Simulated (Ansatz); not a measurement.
```yaml
crystal:
  lattice:
    - [-5.50512, 5.50512, -5.50512]
    - [5.50512, -5.50512, -5.50512]
    - [-5.50512, -5.50512, 5.50512]
  atoms:
    - { symbol: Ga, position: [0.99660, 0.24940, 0.74772] }
    - { symbol: Ga, position: [0.74604, 0.24921, 0.99772] }
    - { symbol: Ga, position: [0.50950, 0.24954, 0.25163] }
    - { symbol: Ga, position: [0.25000, 0.99616, 0.74758] }
    - { symbol: Ga, position: [0.24995, 0.24908, 0.51040] }
    - { symbol: Ga, position: [0.99181, 0.99119, 0.99346] }
    - { symbol: Ga, position: [0.74641, 0.99592, 0.25139] }
    - { symbol: Ga, position: [0.50067, 0.75342, 0.75528] }
    - { symbol: Ga, position: [0.50372, 0.99906, 0.50499] }
    - { symbol: Ga, position: [0.24994, 0.74605, 0.99729] }
    - { symbol: Ga, position: [0.99636, 0.74557, 0.25156] }
    - { symbol: Ga, position: [0.75384, 0.49983, 0.75506] }
    - { symbol: Ga, position: [0.75401, 0.75348, 0.50222] }
    - { symbol: Ga, position: [0.50370, 0.50309, 0.00123] }
    - { symbol: Ga, position: [0.24991, 0.50933, 0.25108] }
    - { symbol: Ga, position: [0.00016, 0.50317, 0.50509] }
    - { symbol: P, position: [0.99999, 0.49933, 0.75130] }
    - { symbol: P, position: [0.75012, 0.49935, 0.00129] }
    - { symbol: P, position: [0.50876, 0.50827, 0.25170] }
    - { symbol: P, position: [0.25012, 0.24970, 0.75856] }
    - { symbol: P, position: [0.25037, 0.50807, 0.50976] }
    - { symbol: P, position: [0.99153, 0.24945, 0.99307] }
    - { symbol: P, position: [0.75735, 0.24953, 0.25149] }
    - { symbol: P, position: [0.49978, 0.99927, 0.75127] }
    - { symbol: P, position: [0.50849, 0.24923, 0.50980] }
    - { symbol: P, position: [0.25017, 0.99179, 0.99330] }
    - { symbol: P, position: [0.99189, 0.99107, 0.25150] }
    - { symbol: P, position: [0.74369, 0.74298, 0.74509] }
    - { symbol: P, position: [0.75013, 0.99943, 0.50139] }
    - { symbol: P, position: [0.50007, 0.74952, 0.00131] }
    - { symbol: P, position: [0.25000, 0.75703, 0.25107] }
    - { symbol: P, position: [0.00009, 0.74954, 0.50168] }
    - { symbol: P, position: [0.25200, 0.25214, 0.25329] }
```

Spin-polarised.

Level of theory: Ansatz 0.2.0, DFT PBE, scalar-relativistic, plane waves, PAW.

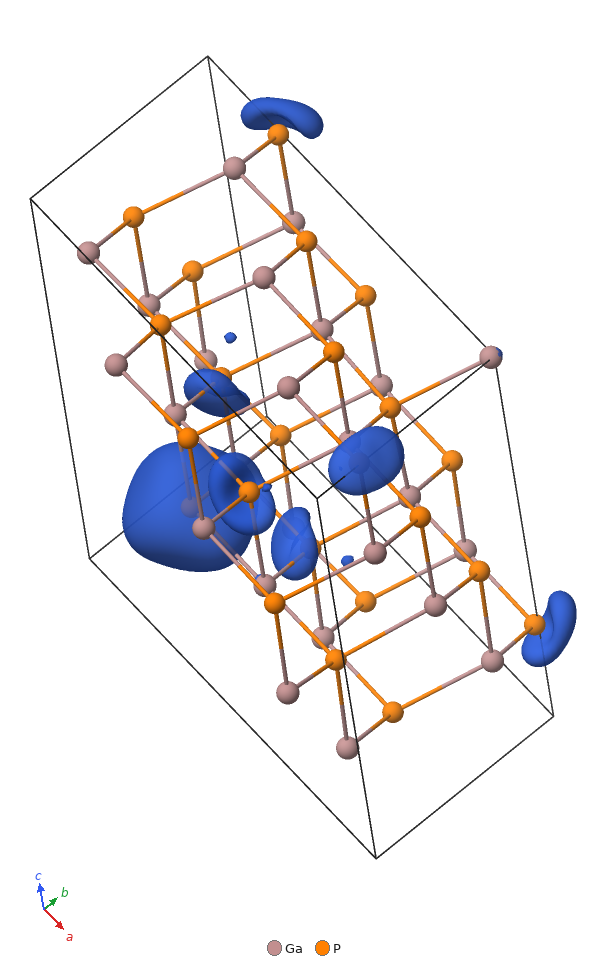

Ga$_{16}$P$_{17}$ (cell with a defect). Isosurface of the spin density at +0.03 e/Å³ (blue), seen slightly off an axis. Sticks mark near contacts.

In a PAW calculation such maps are meaningful between the atoms, not at the nuclei.

### Which atoms carry the moments, and with what signs?

The spin density sits on P: +0.7 μB in one cell of 33 atoms, with smaller moments on other sites: P (up to +0.09 μB): with much of the spin spread outside that site. The cell of the calculation (33 atoms) carries 3.0 μB of net spin moment.
